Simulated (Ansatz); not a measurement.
# Geometry relaxation, with input and output: Mo6H (part 2 of 2)

Mo6H (slab, 7 atoms in the cell); DFT PBE, scalar-relativistic, plane waves, PAW, PAW set soft_1, no spin polarisation (Ansatz 0.2.0); cutoff 420 eV, 6×6×1 k-mesh, Gaussian smearing of 0.1 eV. The structure derives from an entry of the Crystallography Open Database. The input holds or restrains some coordinates.

Geometry of the input (Å; fractional positions):
```
4.4696  0.0000  0.0000
-2.2348  3.8708  0.0000
0.0000  0.0000  19.7596
Mo 0.6667  0.3333  0.2024
Mo 0.3333  0.6667  0.2486
Mo 0.0000  0.0000  0.2948
Mo 0.6667  0.3333  0.3369
Mo 0.3333  0.6667  0.3780
Mo 0.0000  0.0000  0.4180
H  0.0000  0.0000  0.5121
```

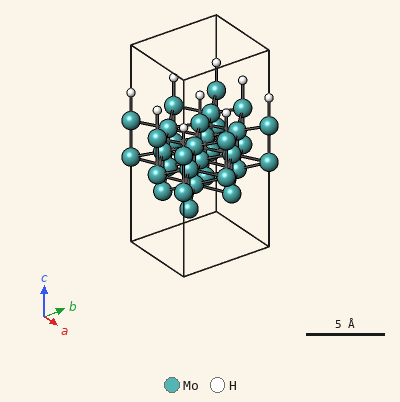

Figure 1. The geometry at step 1 of the log (ball-and-stick view of the 2 × 2 repeat of the cell, with the vacuum cut short, seen slightly off an axis).

## The program's output, continued
```
relax step   2: F+E_penalty+E_count = -29744.71942086 eV  Δ(F+E_penalty+E_count) = +7.719e-4 eV  max|allowed force component| = 6.630e-1 eV/Å  Δτ_max = 0.1293 Å  (6 SCF iters, dr2 threshold 1.89e-5 eV, rejected (line search))
SCF iter   1: F=—  HF=-29744.741457 eV  |F-HF|=—  |Δ(HF+E_count)|=         —  Δρ=1.99e-3  dr2=2.07e-2  ethr=2.36e-4  p=-0.232 e·Å  D=-1.23e-1 V/Å  ΔV_dip=2.43 eV  dr2_dipole=7.97e-4  V_vac-E_F(+/−)=6.02/3.59 eV  ⟨swp⟩=2.0  Hψ=629  notcnv=0  defer=3
efield: sawtooth ramp at fractional position 0.8373 (handed on by an earlier solve), width 0.0400; the density the first Hamiltonian is built on has a dipole p = -0.232 e·Å; the dipole correction subtracts the counter field D = -1.23e-1 V/Å, which shifts the + side's vacuum level by +2.43 eV against the − side's; the planar-averaged density in the ramp window peaks in size at 5.0e-6 e/Å³
preconditioner: auto → LDOS  [metal: Δε(μ)=0.063 eV  Ē_g=3.522 eV  σ=0.100 eV  W_gap=0.34  n_scr=66 (ndim 8)  ℏωp=12.2 eV  f_vac=0.597  D(μ)=10.56/eV (n_scr^D=80)  β→1.0]
SCF iter   2: F=—  HF=-29744.739261 eV  |F-HF|=—  |Δ(HF+E_count)|=   2.20e-3  Δρ=6.93e-4  dr2=3.00e-3  ethr=2.43e-5  p=-0.240 e·Å  D=-1.27e-1 V/Å  ΔV_dip=2.51 eV  dr2_dipole=6.30e-6  V_vac-E_F(+/−)=6.10/3.59 eV  ⟨swp⟩=2.4  Hψ=538  notcnv=0  defer=2
SCF iter   3: F=—  HF=-29744.739032 eV  |F-HF|=—  |Δ(HF+E_count)|=   2.29e-4  Δρ=3.43e-4  dr2=8.77e-4  ethr=3.53e-6  p=-0.240 e·Å  D=-1.27e-1 V/Å  ΔV_dip=2.51 eV  dr2_dipole=5.56e-5  V_vac-E_F(+/−)=6.10/3.59 eV  ⟨swp⟩=3.0  Hψ=689  notcnv=0  defer=2
SCF iter   4: F=—  HF=-29744.738914 eV  |F-HF|=—  |Δ(HF+E_count)|=   1.18e-4  Δρ=1.15e-4  dr2=1.41e-4  ethr=1.03e-6  p=-0.241 e·Å  D=-1.27e-1 V/Å  ΔV_dip=2.52 eV  dr2_dipole=1.64e-5  V_vac-E_F(+/−)=6.11/3.59 eV  ⟨swp⟩=2.1  Hψ=484  notcnv=0  defer=2
SCF iter   5: F=—  HF=-29744.738908 eV  |F-HF|=—  |Δ(HF+E_count)|=   5.38e-6  Δρ=3.86e-5  dr2=1.59e-5  ethr=1.66e-7  p=-0.241 e·Å  D=-1.28e-1 V/Å  ΔV_dip=2.52 eV  dr2_dipole=1.88e-6  V_vac-E_F(+/−)=6.11/3.59 eV  ⟨swp⟩=2.0  Hψ=468  notcnv=0  defer=2
SCF iter   6: F=—  HF=-29744.739310 eV  |F-HF|=—  |Δ(HF+E_count)|=   4.02e-4  Δρ=1.10e-5  dr2=1.78e-6  ethr=1.87e-8  p=-0.242 e·Å  D=-1.28e-1 V/Å  ΔV_dip=2.53 eV  dr2_dipole=3.44e-7  V_vac-E_F(+/−)=6.11/3.59 eV  ⟨swp⟩=2.0  Hψ=478  notcnv=0  defer=2
SCF iter   7: F=—  HF=-29744.739311 eV  |F-HF|=—  |Δ(HF+E_count)|=   2.41e-7  Δρ=4.43e-6  dr2=1.46e-7  ethr=2.09e-9  p=-0.242 e·Å  D=-1.28e-1 V/Å  ΔV_dip=2.53 eV  dr2_dipole=2.12e-8  V_vac-E_F(+/−)=6.12/3.59 eV  ⟨swp⟩=2.0  Hψ=494  notcnv=0  defer=2
SCF iter   8: F=-29744.739311 eV  HF=-29744.739311 eV  |F-HF|=1.35e-8  |Δ(HF+E_count)|=   1.57e-7  Δρ=1.53e-6  dr2=1.56e-8  ethr=1.18e-10  p=-0.242 e·Å  D=-1.28e-1 V/Å  ΔV_dip=2.53 eV  dr2_dipole=8.10e-11  V_vac-E_F(+/−)=6.12/3.59 eV  ⟨swp⟩=17.6  Hψ=2946  notcnv=0
SCF 3 converged in 8 iterations: F = -29744.739311 eV  dr2 = 1.56e-8
relax step   3: F+E_penalty+E_count = -29744.73931077 eV  Δ(F+E_penalty+E_count) = -1.912e-2 eV  max|allowed force component| = 3.455e-2 eV/Å  Δτ_max = 0.0630 Å  (8 SCF iters, accepted)
SCF iter   1: F=—  HF=-29744.738969 eV  |F-HF|=—  |Δ(HF+E_count)|=         —  Δρ=1.02e-4  dr2=5.67e-5  ethr=6.99e-7  p=-0.242 e·Å  D=-1.28e-1 V/Å  ΔV_dip=2.53 eV  dr2_dipole=2.79e-6  V_vac-E_F(+/−)=6.12/3.59 eV  ⟨swp⟩=2.0  Hψ=586  notcnv=0
efield: sawtooth ramp at fractional position 0.8373 (handed on by an earlier solve), width 0.0400; the density the first Hamiltonian is built on has a dipole p = -0.242 e·Å; the dipole correction subtracts the counter field D = -1.28e-1 V/Å, which shifts the + side's vacuum level by +2.53 eV against the − side's; the planar-averaged density in the ramp window peaks in size at 5.1e-6 e/Å³
preconditioner: auto → LDOS  [metal: Δε(μ)=0.060 eV  Ē_g=3.520 eV  σ=0.100 eV  W_gap=0.33  n_scr=66 (ndim 8)  ℏωp=12.2 eV  f_vac=0.597  D(μ)=10.57/eV (n_scr^D=80)  β→1.0]
SCF iter   2: F=—  HF=-29744.739374 eV  |F-HF|=—  |Δ(HF+E_count)|=   4.05e-4  Δρ=3.55e-5  dr2=8.19e-6  ethr=6.67e-8  p=-0.241 e·Å  D=-1.28e-1 V/Å  ΔV_dip=2.52 eV  dr2_dipole=4.91e-10  V_vac-E_F(+/−)=6.11/3.59 eV  ⟨swp⟩=2.4  Hψ=544  notcnv=0
SCF iter   3: F=—  HF=-29744.739375 eV  |F-HF|=—  |Δ(HF+E_count)|=   1.06e-6  Δρ=1.84e-5  dr2=2.60e-6  ethr=9.63e-9  p=-0.241 e·Å  D=-1.28e-1 V/Å  ΔV_dip=2.52 eV  dr2_dipole=1.72e-7  V_vac-E_F(+/−)=6.11/3.59 eV  ⟨swp⟩=3.0  Hψ=697  notcnv=0
SCF iter   4: F=—  HF=-29744.739375 eV  |F-HF|=—  |Δ(HF+E_count)|=   2.68e-7  Δρ=6.52e-6  dr2=4.51e-7  ethr=3.05e-9  p=-0.241 e·Å  D=-1.28e-1 V/Å  ΔV_dip=2.52 eV  dr2_dipole=5.59e-8  V_vac-E_F(+/−)=6.11/3.59 eV  ⟨swp⟩=2.0  Hψ=477  notcnv=0
SCF iter   5: F=-29744.739375 eV  HF=-29744.739375 eV  |F-HF|=3.52e-8  |Δ(HF+E_count)|=   5.64e-9  Δρ=2.11e-6  dr2=4.84e-8  ethr=1.18e-10  p=-0.241 e·Å  D=-1.28e-1 V/Å  ΔV_dip=2.52 eV  dr2_dipole=5.60e-9  V_vac-E_F(+/−)=6.11/3.59 eV  ⟨swp⟩=14.1  Hψ=2947  notcnv=0
SCF 4 converged in 5 iterations: F = -29744.739375 eV  dr2 = 4.84e-8
relax step   4: F+E_penalty+E_count = -29744.73937479 eV  Δ(F+E_penalty+E_count) = -6.403e-5 eV  max|allowed force component| = 1.498e-3 eV/Å  Δτ_max = 0.0036 Å  (5 SCF iters, accepted)
WARN: The output density's exchange-correlation potential varies sharply where the density is thin. Do not read a vacuum level from v_tot or v_xc, or from such a field of the output density. On a cell that repeats whose density bears no net charge and no dipole along the vacuum's axis use v_es (v_loc + v_h of the components); under efield.dipole_correction with no amplitude use v_es + v_field, which holds any external_charges[].barrier, or the levels of the report's work_function block, which leave it out; under a non-zero efield.amplitude the vacuum is tilted and has no level; on a cell that repeats and bears such a dipole with no correction it is tilted too, and efield.dipole_correction with no amplitude gives each side of its ramp a level where efield: is served; in a cell that repeats whose density bears a net charge (total_charge, or a fill off its count) it is curved and has none; of a slab under crystal.periodic whose density bears no net charge use v_es, which has a level on each side, short of where the two are joined; of another it falls or rises all the way out and has none; of a slab beside external_charges read slab_vacuum_level instead, which it has where they leave it neutral. The grid or the basis barely resolves most such structure, and the values can differ between equally converged runs; as a rule a tighter scf.convergence.dr2_threshold does not remove it. Where the density itself ripples (under the LDA too) a higher basis.ecutwfc lessens it. The files hold the spikes' plane waves up to the density's cutoff. Files: v_tot_of_output_density and the like, and their columns of v_z.tsv (output.write_potential); v_xc_of_output_density and the like, and their columns of v_comp_z.tsv (output.write_potential_components). Measured: with its Gaussian average of σ = 0.25 Å subtracted twice, the exchange-correlation potential is over 0.1 eV at 127 of the grid points where the equally averaged density (valence and model cores) is under 1e-3 e/Å³, and 0.218 eV at the most among them, at an averaged density of 9.9e-4 e/Å³. The input density's (outcome.potential() and, of a run that writes arrays, v_tot and v_xc) is over 0.1 eV, so measured, at 121 points of its own thin density, 0.217 eV at the most. See output.write_potential in the manual, Limitations
SCF converged after 5 iterations
Free energy (F): -29744.739375 eV
Harris-Foulkes:  -29744.739375 eV  (|F-HF|=3.52e-8)
Internal energy: -29744.686506 eV  (E = F + TS)
E sigma→0 (E₀):  -29744.712940 eV
Entropy (-TS):   -0.052869 eV (-7.553 meV/atom)
Fermi energy:    2.320217 eV
Dipole field:    D = -0.127742 V/Å  (p = -0.241331 e·Å, saw-weighted, corrected)
Work function:   Φ+ = 6.1113 eV   Φ− = 3.5871 eV
Levels:          The Fermi level and band energies are counted from a zero that moves with the ramp; work functions are not
--- Per-component energies (eV) ---
  E_band       = -1881.526033
  E_kinetic    = 2538.763342
  E_local      = -71304.533992  (includes V_loc(G=0)·N_el)
  E_nonlocal   = 898.183907
  E_hartree    = 34138.086403
  E_xc         = -1057.936984
  E_vxc        = -1318.313042  (∫ρ·V_xc dr)
  E_paw        = -19273.811738  (= ΣΔE_a)
  E_vpaw       = -962.848821  (= ΣTr[D̂ρ^β])
  E_aug_tail   = -0.000615  (compensation charges beyond the density's cutoff)
  E_efield     = 0.015414  (sawtooth field / dipole correction)
  E_vefield    = -8.952381  (∫n·V_field dr)
  E_ewald      = 24316.547758
  E_smearing   = -0.052869  (= −TS)
  E_closure    = -0.000000  (closes the sum)
  Σ components = -29744.739375   (vs F -29744.739375, Δ=0.00e0)
--- Forces (eV/Å), atoms counted from 1 ---
  atom   1  Mo     0.00000000    -0.00000000     1.59004123
  atom   2  Mo     0.00000000     0.00000000    -0.22544853
  atom   3  Mo    -0.00000000     0.00000000    -2.62284043
  atom   4  Mo     0.00000000     0.00000000    -0.72822875
  atom   5  Mo    -0.00000000     0.00000000     0.53894986
  atom   6  Mo     0.00000000    -0.00000000     1.44919088
  atom   7  H     -0.00000000     0.00000000    -0.00149829
  max |Σ_I F_I| component: 1.66e-4 eV/Å
--- Band table (eV; the first three rows and the last of 7) ---
  k-point 0: bands = ["-58.8350", "-58.5984", "-58.5472", "-58.5233", "-58.3597", "-58.3188", "-33.3197", "-33.1558", "-33.1558", "-33.1078", "-33.0454", "-33.0454", "-32.9266", "-32.7787", "-32.7787", "-32.4720", "-32.4720", "-32.3675", "-32.2789", "-32.1668", "-32.1668", "-32.0983", "-32.0983", "-32.0843", "-3.7395", "-2.3628", "-2.3628", "-1.4267", "-0.9267", "-0.6298", "-0.6298", "-0.2884", "-0.2884", "-0.1368", "0.3139", "0.4126", "0.4126", "0.7249", "1.1082", "1.1082", "1.1251", "1.1251", "1.9630", "3.0234", "3.4912", "3.4912", "3.6499", "3.6499", "4.0783", "4.0783", "4.3459"]
  k-point 1: bands = ["-58.8140", "-58.6014", "-58.5530", "-58.5203", "-58.3645", "-58.3303", "-33.3587", "-33.2888", "-33.2296", "-33.1262", "-32.9645", "-32.9441", "-32.8789", "-32.7595", "-32.7105", "-32.4566", "-32.4490", "-32.3708", "-32.2827", "-32.2127", "-32.1674", "-32.1482", "-32.0961", "-32.0685", "-3.3964", "-2.1841", "-2.1491", "-1.5458", "-1.1352", "-0.8606", "-0.7440", "-0.5333", "-0.1752", "-0.0684", "0.0340", "0.4264", "0.7399", "0.8371", "1.0017", "1.4252", "1.5200", "1.7083", "2.0846", "2.8603", "3.1627", "3.3103", "3.6722", "3.6780", "3.9721", "3.9829", "4.3493"]
  k-point 2: bands = ["-58.7593", "-58.6243", "-58.5660", "-58.5047", "-58.3749", "-58.3566", "-33.4391", "-33.4168", "-33.2413", "-33.0956", "-32.9983", "-32.9284", "-32.6997", "-32.6645", "-32.5759", "-32.5672", "-32.4309", "-32.4007", "-32.3201", "-32.2319", "-32.1733", "-32.1664", "-32.0901", "-32.0602", "-2.6203", "-2.0508", "-1.7476", "-1.5559", "-1.2385", "-0.9849", "-0.7810", "-0.4487", "-0.1543", "-0.0217", "0.0346", "0.2841", "0.4372", "0.8084", "0.9913", "1.7618", "1.9592", "2.0623", "2.3525", "2.7175", "2.7651", "3.4097", "3.4649", "3.6561", "3.8037", "4.1029", "4.3190"]
  k-point 6: bands = ["-58.6843", "-58.6575", "-58.5981", "-58.4820", "-58.3871", "-58.3787", "-33.4816", "-33.3838", "-33.2355", "-33.0900", "-33.0580", "-32.9722", "-32.7599", "-32.6541", "-32.5504", "-32.4505", "-32.4322", "-32.3532", "-32.3509", "-32.2247", "-32.1687", "-32.1433", "-32.1394", "-32.0421", "-1.9622", "-1.9185", "-1.7545", "-1.4934", "-1.3783", "-1.3682", "-0.6535", "-0.0392", "-0.0205", "0.0103", "0.1837", "0.4407", "1.1116", "1.1283", "1.3319", "1.3723", "1.7778", "1.7878", "2.1815", "2.6076", "2.9350", "3.1016", "3.1826", "3.3047", "3.3261", "3.7762", "3.9830"]
--- Relaxed structure (4 steps of the walk, 3 accepted, 0 SCFs on fresh bases) ---
  F+E_penalty+E_count = -29744.73937479 eV   max|allowed force component| = 1.498e-3 eV/Å
  atoms:
    - { symbol: Mo, position: [0.6666666666666665, 0.33333333333333337, 0.20243358840000003] }
    - { symbol: Mo, position: [0.3333333333333333, 0.6666666666666667, 0.24860608310000007] }
    - { symbol: Mo, position: [0.0, 0.0, 0.29477857770000004] }
    - { symbol: Mo, position: [0.6666666666666665, 0.33333333333333337, 0.33688211160000003] }
    - { symbol: Mo, position: [0.3333333333333333, 0.6666666666666667, 0.37797255640000005] }
    - { symbol: Mo, position: [0.0, 0.0, 0.4180034333000001] }
    - { symbol: H, position: [0.0, 0.0, 0.5087659397010884] }
```

## Trajectory as extended XYZ (Å, eV, eV/Å), 4 frames, from step=1 to step=4
```
7
Lattice="4.4696 0.0000 0.0000 -2.2348 3.8708 0.0000 0.0000 0.0000 19.7596" Properties=species:S:1:pos:R:3:forces:R:3 step=1 energy=-29744.72019
Mo    2.2348    1.2903    4.0000    0.0000   0.0000   1.5844
Mo    0.0000    2.5805    4.9123    0.0000   0.0000  -0.2212
Mo    0.0000    0.0000    5.8247    0.0000   0.0000  -2.5507
Mo    2.2348    1.2903    6.6566    0.0000   0.0000  -0.7248
Mo    0.0000    2.5805    7.4686    0.0000   0.0000   0.5217
Mo    0.0000    0.0000    8.2596    0.0000   0.0000   1.9395
H     0.0000    0.0000   10.1196    0.0000   0.0000  -0.5503
7
Lattice="4.4696 0.0000 0.0000 -2.2348 3.8708 0.0000 0.0000 0.0000 19.7596" Properties=species:S:1:pos:R:3:forces:R:3 step=2 energy=-29744.71942 accepted=F
Mo    2.2348    1.2903    4.0000    0.0000   0.0000   1.5968
Mo    0.0000    2.5805    4.9123    0.0000   0.0000  -0.2311
Mo    0.0000    0.0000    5.8247    0.0000   0.0000  -2.6901
Mo    2.2348    1.2903    6.6566    0.0000   0.0000  -0.7303
Mo    0.0000    2.5805    7.4686    0.0000   0.0000   0.5566
Mo    0.0000    0.0000    8.2596    0.0000   0.0000   0.8365
H     0.0000    0.0000    9.9903    0.0000   0.0000   0.6630
7
Lattice="4.4696 0.0000 0.0000 -2.2348 3.8708 0.0000 0.0000 0.0000 19.7596" Properties=species:S:1:pos:R:3:forces:R:3 step=3 energy=-29744.73931
Mo    2.2348    1.2903    4.0000    0.0000   0.0000   1.5897
Mo    0.0000    2.5805    4.9123    0.0000   0.0000  -0.2252
Mo    0.0000    0.0000    5.8247    0.0000   0.0000  -2.6190
Mo    2.2348    1.2903    6.6566    0.0000   0.0000  -0.7281
Mo    0.0000    2.5805    7.4686    0.0000   0.0000   0.5380
Mo    0.0000    0.0000    8.2596    0.0000   0.0000   1.4792
H     0.0000    0.0000   10.0565    0.0000   0.0000  -0.0346
7
Lattice="4.4696 0.0000 0.0000 -2.2348 3.8708 0.0000 0.0000 0.0000 19.7596" Properties=species:S:1:pos:R:3:forces:R:3 step=4 energy=-29744.73938
Mo    2.2348    1.2903    4.0000    0.0000   0.0000   1.5900
Mo    0.0000    2.5805    4.9123    0.0000   0.0000  -0.2254
Mo    0.0000    0.0000    5.8247    0.0000   0.0000  -2.6228
Mo    2.2348    1.2903    6.6566    0.0000   0.0000  -0.7282
Mo    0.0000    2.5805    7.4686    0.0000   0.0000   0.5390
Mo    0.0000    0.0000    8.2596    0.0000   0.0000   1.4492
H     0.0000    0.0000   10.0530    0.0000   0.0000  -0.0015
```

## Summary

| quantity | value |
| --- | --- |
| outcome | converged under the restraints of the input |
| electrons treated | 85 |
| free energy | −29744.7394 eV |
| work function, top face | 6.11 eV |
| work function, bottom face | 3.59 eV |
| Fermi energy | 2.320 eV |
| gap on the k-point mesh | none (metallic) |
| final volume | 341.85 Å³ |
| work function (upper face) | 6.11 eV |
| largest force (length of the vector) at the end, held atoms and coordinates included | 2.623 eV/Å |
| hardware | 1 thread of Intel Xeon (Granite Rapids), 32 GiB of memory available, shared host |
| wall time | 22 s |
| peak memory | 0.52 GiB |

## Remarks

Warnings of the run: the exchange-correlation potential is rough where the density is thin.
